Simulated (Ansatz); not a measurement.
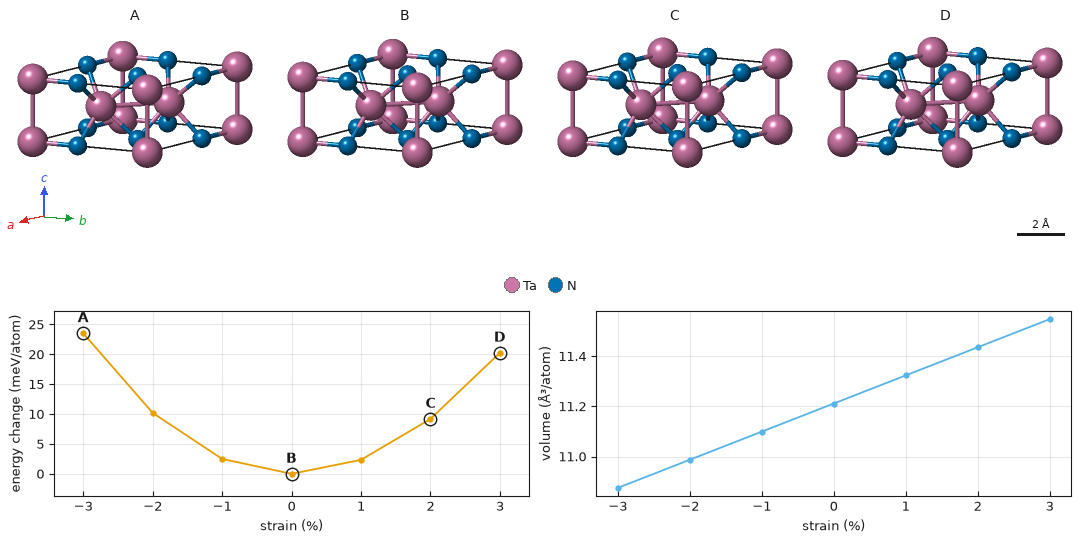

Members of a series of calculations on a crystal of TaN (set up in P-62m), marked on the first curve. A ball-and-stick model of the cell of the calculation, seen from a free direction.

These are results of Ansatz 0.2.0, DFT PBEsol, scalar-relativistic, plane waves, PAW, not measurements. (plane-wave cutoff 420 eV; k-point mesh 12 × 12 × 12; occupations gaussian; smearing width 0.1 eV; no spin polarisation)

Describe the series.

Answer. Strain along c alone, the other axes held, atoms relaxed. A (strain −3.0 %): energy change 23.5 meV/atom, volume 10.87 Å³ per atom. B (strain 0.0 %): energy change 0.0 meV/atom, volume 11.21 Å³ per atom. C (strain 2.0 %): energy change 9.2 meV/atom, volume 11.44 Å³ per atom. D (strain 3.0 %): energy change 20.3 meV/atom, volume 11.55 Å³ per atom. The rest compares A with D. The volume changes by +6.2 %, with a = b unchanged at 5.179 Å, c 2.809 → 2.983 Å (+6.2 %). Some distances before and after: Ta–Ta 2.809 → 2.983 Å, N–Ta 2.125 → 2.183 Å.
